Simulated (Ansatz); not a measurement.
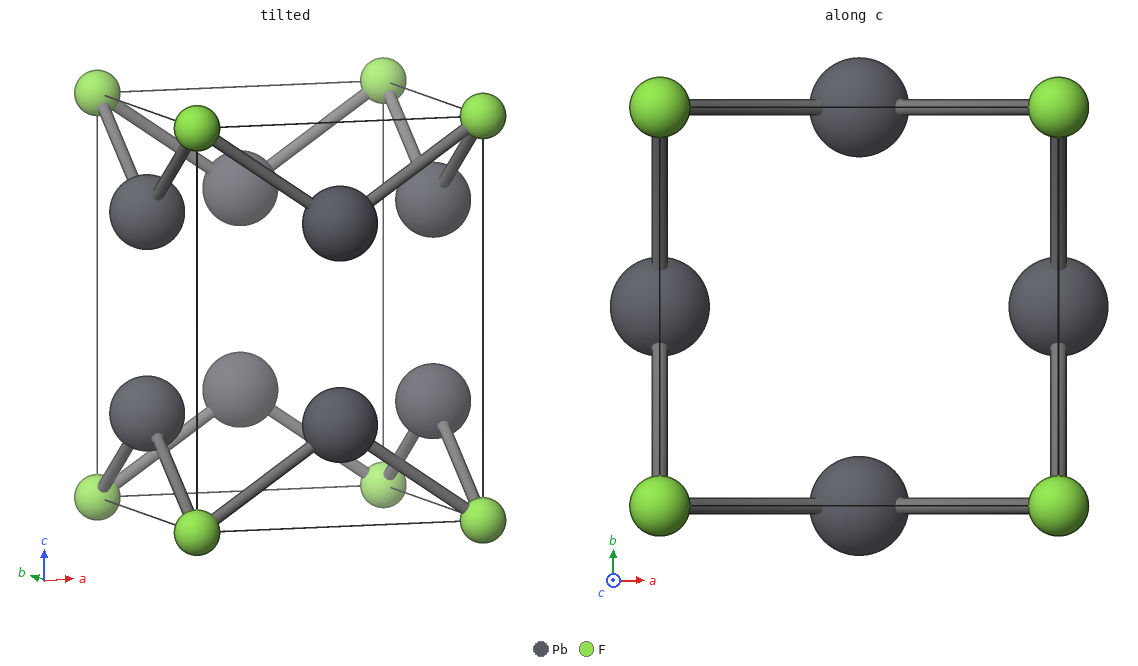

We look at a ball-and-stick model of the crystal slightly off an axis and along the c axis. The lines enclose the conventional unit cell; boundary atoms appear with their images. Cell: a = 4.78 Å, b = 4.78 Å, c = 6.42 Å, α = 90.00°, β = 90.00°, γ = 90.00°.

The initial geometry was a structure type filled with these elements by a generator (whether the compound takes this form wasn't checked). Earlier steps of the study may have refined or changed the cell and positions. It was the input of a calculation with Ansatz.

### What can be read from this drawing?

The formula is Pb4F. It belongs to space group P4/mmm (No. 123) and has a primitive tetragonal lattice. In the cell are 4 Pb, 1 F, which makes 1 formula unit. Pb is linked to two F in a bent arrangement at about 2.9 Å. About every F there are eight Pb in a cubic arrangement at about 2.9 Å. Not all metal-metal contacts are counted. The bonds build Pb4F layers parallel to (001).

Setup: DFT PBE, scalar-relativistic, plane waves, PAW (Ansatz); cutoff 420 eV, an 8×8×6 k-point grid, Gaussian smearing of 0.1 eV, no spin polarisation.

### What is the band gap, if any?

A metal: bands cross the Fermi level.

### How are the electrons shared out in a Bader analysis?

Pb +0.21 e; F -0.82 e.

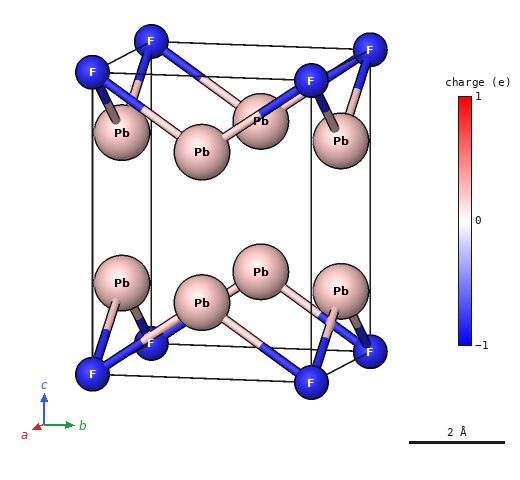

The atoms coloured by those charges. The run's cell of 5 atoms is drawn.

### Are forces and stress small enough to call this relaxed?

Yes. All forces vanish to within 0.01 eV/Å. The pressure is 0.0 GPa, close to zero.
